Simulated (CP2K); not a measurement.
# Geometry relaxation of Si (part 1 of 4)

System: Si (P6₃/mmc, 8 atoms in the cell).
Method: DFTB (no charge self-consistency), tables shipped with the program (CP2K 2026.2).

The structure was built on a prototype by a generator. The geometry comes from this level: r2SCAN.

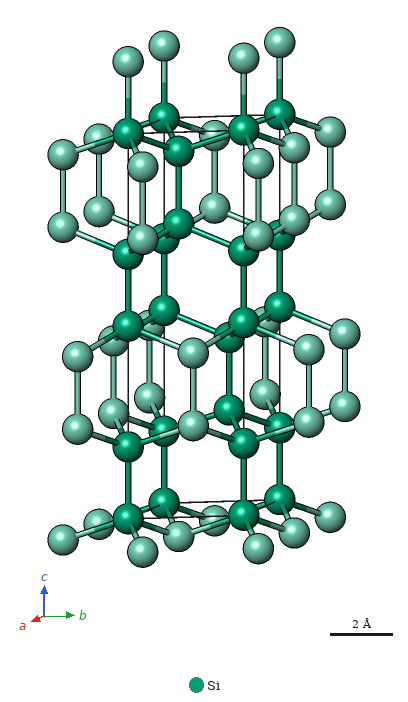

The input geometry (ball-and-stick view of the cell of the calculation, seen slightly off an axis; neighbours outside the cell are drawn fainter).

The input
```
&GLOBAL
 PROJECT run
 RUN_TYPE CELL_OPT
 PRINT_LEVEL LOW
&END GLOBAL
&MOTION
 &CELL_OPT
  OPTIMIZER BFGS
  KEEP_SPACE_GROUP T
  KEEP_SYMMETRY F
  EXTERNAL_PRESSURE [bar] 0.0
  PRESSURE_TOLERANCE [bar] 300
  MAX_FORCE 3e-4
  MAX_ITER 30
 &END CELL_OPT
 &PRINT
  &CELL
  &END CELL
  &FORCES
  &END FORCES
  &STRESS
  &END STRESS
 &END PRINT
&END MOTION
&FORCE_EVAL
 METHOD QS
 STRESS_TENSOR ANALYTICAL
 &DFT
  &QS
   METHOD DFTB
   &DFTB
    SELF_CONSISTENT F
    &PARAMETER
     PARAM_FILE_PATH DFTB/nonscc
     PARAM_FILE_NAME nonscc_parameter
    &END PARAMETER
   &END DFTB
  &END QS
  &POISSON
   &EWALD
    EWALD_TYPE SPME
    GMAX 25
   &END EWALD
  &END POISSON
  &KPOINTS
   SCHEME MONKHORST-PACK 5 5 3
   SYMMETRY F
   FULL_GRID F
  &END KPOINTS
  &SCF
   ADDED_MOS 14
   EPS_SCF 1e-6
   MAX_SCF 80
   &DIAGONALIZATION
   &END DIAGONALIZATION
   &MIXING
    METHOD DIRECT_P_MIXING
    ALPHA 0.3
   &END MIXING
   &SMEAR
    METHOD FERMI_DIRAC
    ELECTRONIC_TEMPERATURE [K] 232
   &END SMEAR
   &PRINT
    &ITERATION_INFO
    &END ITERATION_INFO
   &END PRINT
  &END SCF
 &END DFT
 &SUBSYS
  &CELL
   A 3.84017484 0.00000000 0.00000000
   B -1.92008742 3.32568897 0.00000000
   C -0.00000000 -0.00000000 12.62367090
  &END CELL
  &COORD
   SCALED
   Si 0.00000000 0.00000000 0.00055168
   Si 0.33333333 0.66666667 0.24966874
   Si 0.00000000 0.00000000 0.50055168
   Si 0.66666667 0.33333333 0.74966874
   Si -0.00000000 -0.00000000 0.18694832
   Si 0.33333333 0.66666667 0.43783126
   Si -0.00000000 -0.00000000 0.68694832
   Si 0.66666667 0.33333333 0.93783126
  &END COORD
 &END SUBSYS
 &PRINT
  &STRESS_TENSOR
  &END STRESS_TENSOR
  &FORCES
  &END FORCES
 &END PRINT
&END FORCE_EVAL
```

Run on 2 threads of Arm Neoverse V1, 24 GiB of memory available, shared host.

Launch command:
```bash
cp2k.psmp -i run.inp
```

Log
```
hb8zyz

 CP2K| version string:                                       CP2K version 2026.2
 CP2K|            -lib tblite libvori libbqb
 CP2K| Input file name                                                   run.inp

 GLOBAL| Force Environment number                                              1
 GLOBAL| Cholesky decomposition library                                ScaLAPACK
 GLOBAL| Direct generalized diagonalization requested                          F
 GLOBAL| Matrix multiplication library                                 ScaLAPACK

 GENERATE|  Preliminary Number of Bonds generated:                             0
 GENERATE|  Achieved consistency in connectivity generation.

              #####   #####        # ######  ####### ####### ######
             #     # #     #      #  #     # #          #    #     #
             #     # #           #   #     # #          #    #     #
             #     #  #####     #    #     # #####      #    ######
             #   # #       #   #     #     # #          #    #     #
             #    #  #     #  #      #     # #          #    #     #
              #### #  #####  #       ######  #          #    ######

                                    Version 0.2
                               J. Hutter and T. Heine

 EWALD| Summation is done by:                                               SPME
 EWALD| Alpha parameter [       ANGSTROM^-1]                              0.3500
 EWALD| Real Space Cutoff [          ANGSTROM]                            9.6398
 EWALD| G-space max. Miller index                         25        25        25
 EWALD| Spline interpolation order                                             6

 TOTAL NUMBERS AND MAXIMUM NUMBERS

  Total number of            - Atomic kinds:                                   1
                             - Atoms:                                          8
                             - Shell sets:                                     0
                             - Shells:                                        24
                             - Primitive Cartesian functions:                  0
                             - Cartesian basis functions:                     80
                             - Spherical basis functions:                     72

  Maximum angular momentum of the orbital basis functions:                     2

  LRI_AUX Basis:
  Total number of            - Shell sets:                                     0
                             - Shells:                                        24
                             - Primitive Cartesian functions:                  0
                             - Cartesian basis functions:                     80
                             - Spherical basis functions:                     72
                               Maximum angular momentum                        2

  RI_HXC Basis:
  Total number of            - Shell sets:                                     0
                             - Shells:                                        24
                             - Primitive Cartesian functions:                  0
                             - Cartesian basis functions:                     80
                             - Spherical basis functions:                     72
                               Maximum angular momentum                        2

  AUX_FIT ADMM-Basis:
  Total number of            - Shell sets:                                     0
                             - Shells:                                        24
                             - Primitive Cartesian functions:                  0
                             - Cartesian basis functions:                     80
                             - Spherical basis functions:                     72
                               Maximum angular momentum                        2

  Nuclear Basis:
  Total number of            - Quantum atomic kinds:                           0
                             - Quantum atoms:                                  0
                             - Shell sets:                                     0
                             - Shells:                                        24
                             - Primitive Cartesian functions:                  0
                             - Cartesian basis functions:                     80
                             - Spherical basis functions:                     72
                               Maximum angular momentum                        2
                        added MOs                                        14    0
                        --------------------------------------------------------
                        Smear method:                                FERMI_DIRAC
                        Electronic temperature [K]:                        232.0
                        Electronic temperature [a.u.]:                  7.35E-04
                        Accuracy threshold:                             1.00E-10
                        --------------------------------------------------------
                        No outer SCF

 CELL_OPT| Pressure tolerance [bar]:                                       300.0
 CELL_OPT| Keep volume of cell:                                               NO
 CELL_OPT| Keep angles between the cell vectors:                              NO
 CELL_OPT| Keep cell symmetry:                                                NO
 CELL_OPT| Constraint:                                                      NONE

 BFGS| Use rational function optimization for step estimation:                NO
 BFGS| Use model Hessian for initial guess:                                   NO
 BFGS| Restart Hessian:                                                       NO
 BFGS| Trust radius:                                                       0.472

 -------------------------------------------------------------------------------
 ----                   SPACE GROUP SYMMETRY INFORMATION                    ----
 -------------------------------------------------------------------------------
 SPGR| SPACE GROUP NUMBER:                                                   194
 SPGR| INTERNATIONAL SYMBOL:                                            P6_3/mmc
 SPGR| POINT GROUP SYMBOL:                                                 6/mmm
 SPGR| SCHOENFLIES SYMBOL:                                                 D6h^4
 SPGR| NUMBER OF SYMMETRY OPERATIONS:                                         24
 SPGR| NUMBER OF UNIQUE ROTATIONS:                                            24
 SPGR| NUMBER OF REDUCED SYMMETRY OPERATIONS:                                 24
 SPGR| NUMBER OF PARTICLES AND SYMMETRIZED PARTICLES:                  8       8
 SPGR| NUMBER OF ATOMS AND SYMMETRIZED ATOMS:                          8       8
 SPGR| NUMBER OF SHELLS AND SYMMETRIZED SHELLS:                        0       0

 *******************************************************************************
 ***                     STARTING   CELL   OPTIMIZATION                      ***
 ***                                   BFGS                                  ***
 *******************************************************************************

 CELL| Volume [angstrom^3]:                                           161.219768
 CELL| Vector a [angstrom]:       3.840     0.000     0.000   |a| =     3.840175
 CELL| Vector b [angstrom]:      -1.920     3.326     0.000   |b| =     3.840175
 CELL| Vector c [angstrom]:      -0.000    -0.000    12.624   |c| =    12.623671
 CELL| Angle (b,c), alpha [degree]:                                    90.000000
 CELL| Angle (a,c), beta  [degree]:                                    90.000000
 CELL| Angle (a,b), gamma [degree]:                                   120.000000
 CELL| Numerically orthorhombic:                                              NO
 CELL| Periodicity                                                           XYZ

 Extrapolation method: initial_guess

 Number of electrons:                                                         32
 Number of occupied orbitals:                                                 16
 Number of molecular orbitals:                                                30

 Number of orbital functions:                                                 72
 Number of independent orbital functions:                                     72

 Diagonalization                       Time:      0.11            -10.1243244648
  Core Hamiltonian energy:                                    -10.35464835963094
  Repulsive potential energy:                                   0.23032389484881
  Dispersion energy:                                            0.00000000000000
  Electronic entropic energy:                                  -0.00000000000000
  Fermi energy:                                                -0.08975565140292

  Total energy:                                               -10.12432446478213

 ENERGY| Total FORCE_EVAL ( QS ) energy [hartree]            -10.124324464782127

 FORCES| Atomic forces [hartree/bohr]
 FORCES|   Atom     x               y               z               |f|
 FORCES|      1  2.10849320E-10 -8.20567428E-11 -4.98613296E-04   4.98613296E-04
 FORCES|      2 -3.57798240E-12 -2.04745886E-10  1.26665453E-03   1.26665453E-03
 FORCES|      3  1.79614107E-12  2.07341505E-10 -4.98613301E-04   4.98613301E-04
 FORCES|      4  1.28722342E-11  2.16172060E-10  1.26665453E-03   1.26665453E-03
 FORCES|      5  2.78399273E-12  2.00720028E-10  4.98613303E-04   4.98613303E-04
 FORCES|      6  3.60818073E-13 -2.09534065E-10 -1.26665453E-03   1.26665453E-03
 FORCES|      7  3.94750458E-12 -2.01679167E-10  4.98613305E-04   4.98613305E-04
 FORCES|      8 -2.29032070E-10  7.37822396E-11 -1.26665453E-03   1.26665453E-03
 FORCES| Sum    -4.17527039E-17 -2.76273295E-17  2.71050543E-17
 FORCES| Total atomic force                                       5.69319031E-17

 STRESS| Analytical stress tensor [bar]
 STRESS|                        x                   y                   z
 STRESS|      x       -3.04407325270E+04  -7.87371598273E-05   5.34050489656E-05
 STRESS|      y       -7.87371598273E-05  -3.04407345135E+04   3.43427988360E-05
 STRESS|      z        5.34050489656E-05   3.43427988360E-05  -3.72911082044E+04
 STRESS| 1/3 Trace                                            -3.27241917483E+04
 STRESS| Determinant                                          -3.45553675175E+13

 STRESS| Eigenvectors and eigenvalues of the analytical stress tensor [bar]
 STRESS|                        1                   2                   3
 STRESS| Eigenvalues  -3.72911082044E+04  -3.04407345166E+04  -3.04407325239E+04
 STRESS|      x          -0.000000007796      0.039543404901      0.999217853688
 STRESS|      y          -0.000000005013      0.999217853688     -0.039543404901
 STRESS|      z           1.000000000000      0.000000005318      0.000000007592

 SPGR STRESS| Symmetrized stress tensor [GPa]
 SPGR STRESS|                        x                   y                   z
 SPGR STRESS|      x       -3.04407334874E+00   6.95560236614E-17   6.10039080664E-26
 SPGR STRESS|      y        6.95560236614E-17  -3.04407335531E+00   0.00000000000E+00
 SPGR STRESS|      z        6.10039080664E-26   0.00000000000E+00  -3.72911082044E+00
 SPGR STRESS| 1/3 Trace                                            -3.27241917483E+00
 SPGR STRESS| Determinant                                          -3.45553675175E+01

 SPGR STRESS| Eigenvectors and eigenvalues of the symmetrized stress tensor [GPa]
 SPGR STRESS|                        1                   2                   3
 SPGR STRESS| Eigenvalues  -3.72911082044E+00  -3.04407335531E+00  -3.04407334874E+00
 SPGR STRESS|      x           0.000000000000      0.000000000000      1.000000000000
 SPGR STRESS|      y           0.000000000000      1.000000000000      0.000000000000
 SPGR STRESS|      z           1.000000000000      0.000000000000      0.000000000000

 OPT| **************************************************************************
 OPT| Step number                                                              0
 OPT| Optimization method                                                   BFGS
 OPT| Total energy [hartree]                                      -10.1243244648
 OPT| Internal pressure [bar]                                  -32724.1917482989
 OPT| Used time [s]                                                        0.173
 OPT| **************************************************************************
 OPT| Estimated peak process memory [MiB]                                    158

 --------------------------
 OPTIMIZATION STEP:      1
 --------------------------

 CELL| Volume [angstrom^3]:                                           160.377782
 CELL| Vector a [angstrom]:       3.832     0.000     0.000   |a| =     3.831966
 CELL| Vector b [angstrom]:      -1.920     3.316     0.000   |b| =     3.831969
 CELL| Vector c [angstrom]:       0.000     0.000    12.621   |c| =    12.620612
 CELL| Angle (b,c), alpha [degree]:                                    90.000000
 CELL| Angle (a,c), beta  [degree]:                                    90.000000
 CELL| Angle (a,b), gamma [degree]:                                   120.070860
 CELL| Numerically orthorhombic:                                              NO
 CELL| Periodicity                                                           XYZ

 Extrapolation method: ASPC

 Number of electrons:                                                         32
 Number of occupied orbitals:                                                 16
 Number of molecular orbitals:                                                30

 Number of orbital functions:                                                 72
 Number of independent orbital functions:                                     72

 Diagonalization                       Time:      0.11            -10.1248542905
  Core Hamiltonian energy:                                    -10.35831134428466
  Repulsive potential energy:                                   0.23345705379442
  Dispersion energy:                                            0.00000000000000
  Electronic entropic energy:                                  -0.00000000000000
  Fermi energy:                                                -0.08823980309188

  Total energy:                                               -10.12485429049024

 ENERGY| Total FORCE_EVAL ( QS ) energy [hartree]            -10.124854290490243

 FORCES| Atomic forces [hartree/bohr]
 FORCES|   Atom     x               y               z               |f|
 FORCES|      1 -2.50006268E-04  1.43924474E-04  1.80409845E-04   3.40242708E-04
 FORCES|      2 -2.54055364E-04  1.46255537E-04  1.70245309E-03   1.72750726E-03
 FORCES|      3  2.50006269E-04 -1.43924470E-04  1.80409851E-04   3.40242710E-04
 FORCES|      4  2.54055367E-04 -1.46255540E-04  1.70245308E-03   1.72750726E-03
 FORCES|      5  2.50006265E-04 -1.43924472E-04 -1.80409854E-04   3.40242710E-04
 FORCES|      6 -2.54055368E-04  1.46255536E-04 -1.70245308E-03   1.72750725E-03
 FORCES|      7 -2.50006267E-04  1.43924475E-04 -1.80409851E-04   3.40242711E-04
 FORCES|      8  2.54055367E-04 -1.46255540E-04 -1.70245308E-03   1.72750725E-03
 FORCES| Sum    -1.33356867E-17 -4.18502039E-17  8.02309608E-17
 FORCES| Total atomic force                                       9.14674104E-17

 STRESS| Analytical stress tensor [bar]
 STRESS|                        x                   y                   z
 STRESS|      x       -2.37440674874E+04   1.24972520398E+03  -1.01648327299E-06
 STRESS|      y        1.24972520398E+03  -2.22989663737E+04   1.33840170732E-06
 STRESS|      z       -1.01648327299E-06   1.33840170732E-06  -3.54166340571E+04
 STRESS| 1/3 Trace                                            -2.71532226394E+04
 STRESS| Determinant                                          -1.86966659928E+13
```
